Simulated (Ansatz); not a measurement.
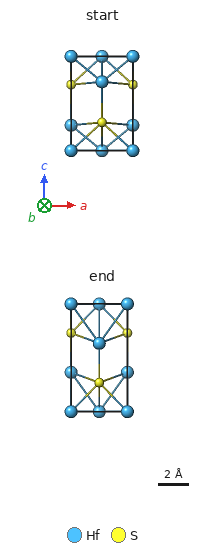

The structure of solid Hf2S (built on the Cu2Sb type) (coarse preliminary run) before (top) and after (bottom) a relaxation, at one scale.

Style: ball-and-stick. Shown: the cell of the calculation, along the b axis.

Case: Cu2Sb type (P4/nmm, No. 129).

All numbers below come from DFT r2SCAN, scalar-relativistic, plane waves, PAW (Ansatz 0.2.0). Settings: plane-wave cutoff 500 eV; k-point mesh 4 × 4 × 4; occupations gaussian; smearing width 0.1 eV; no spin polarisation; cell and atoms relaxed; force threshold 0.04 eV/Å; at most 70 steps.

Question: What changed between the two?

Answer: After 7 accepted moves (8 points after the start) the energy has fallen by 911 meV per atom. Largest force component: 7 eV/Å at the start, 0.022 eV/Å at the end. Pressure: 14.73 GPa at the start and 0.15 GPa at the end. The SCF was repeated once at an unchanged geometry on a basis and grid sized afresh for the cell, which shifted the energy by 0.1 meV per atom at most. The largest moves relative to the cell, 0.69 Å, are those of Hf atoms. Largest moves by element: Hf 0.69 Å, S 0.22 Å. The drawn cell changes as follows: a = b 4.178 → 3.807 Å (−8.9 %), c 6.374 → 7.282 Å (+14.2 %); the volume changes by −5.1 %. Some distances before and after: Hf–Hf 4.162 → 3.331 Å, Hf–Hf 2.706 → 3.271 Å, Hf–Hf 2.954 → 2.692 Å, Hf–S 2.960 → 2.781 Å. The space group stays P4/nmm (No. 129). Cost: 3.7 min on 1 thread of Arm Neoverse V2 (shared host), peak memory 0.63 GiB.

Limits of the set-up: the k-point mesh is coarse for a cell with partly filled bands.
